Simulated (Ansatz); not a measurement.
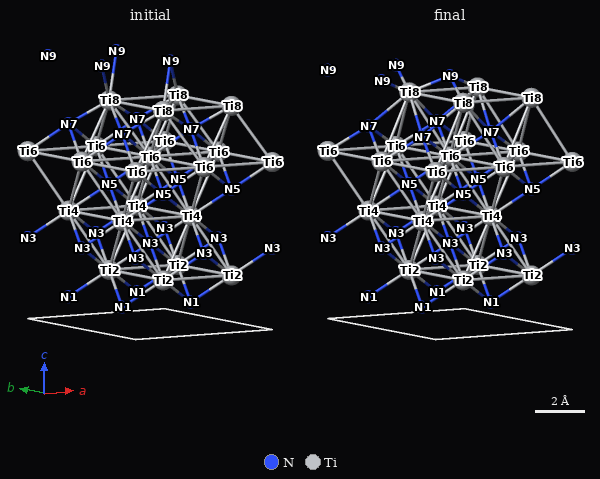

The structure of a slab of composition Ti$_{4}$N$_{5}$ (cut from the Fm-3m phase) before (left) and after (right) a constrained relaxation, at one scale.

Style: ball-and-stick. Shown: the 2 × 2 repeat of the cell, outlined in the plane, without the vacuum, from a free direction.

Case: N put at a bridge Ti-Ti site. The slab is the (1 1 1) face of TiN with N on it. 4 atoms are held fixed.

Level of theory: Ansatz 0.2.0, DFT PBEsol, scalar-relativistic, plane waves, PAW. (plane-wave cutoff 420 eV; k-point mesh 12 × 12 × 1; occupations gaussian; smearing width 0.1 eV; no spin polarisation; dipole correction; atoms relaxed in a fixed cell; force threshold 0.03 eV/Å; at most 70 steps)

What changed between the two?

Answer. Over 10 geometry steps the energy falls by 3.892 eV per cell of the calculation. The largest force component goes from 5.4 to 0.0014 eV/Å. The atom that moves furthest is N9 (1.08 Å at 52° to the normal (−c side)). By element the largest moves are N 1.08 Å, Ti 0.34 Å. The cell stays as it was. Near-neighbour distances that change, for instance: Ti8–N9 3.130 → 1.885 Å, Ti8–N9 (another image) 2.319 → 1.885 Å, Ti6–Ti8 2.870 → 3.143 Å, N7–Ti8 2.017 → 2.283 Å. New bonds form, among them: Ti8–N9 (3.13 → 1.89 Å). Bond angles that change, for instance: Ti8–N9–Ti8 79.7° → 104.1°, Ti8–N7–Ti8 95.0° → 81.2°, Ti6–N7–Ti8 87.9° → 92.7°.

Limits of the set-up: the cell has an odd number of electrons but was run without spin polarisation; the periodic images lie only 3.0 Å apart, so the values are limited by the cell's size.
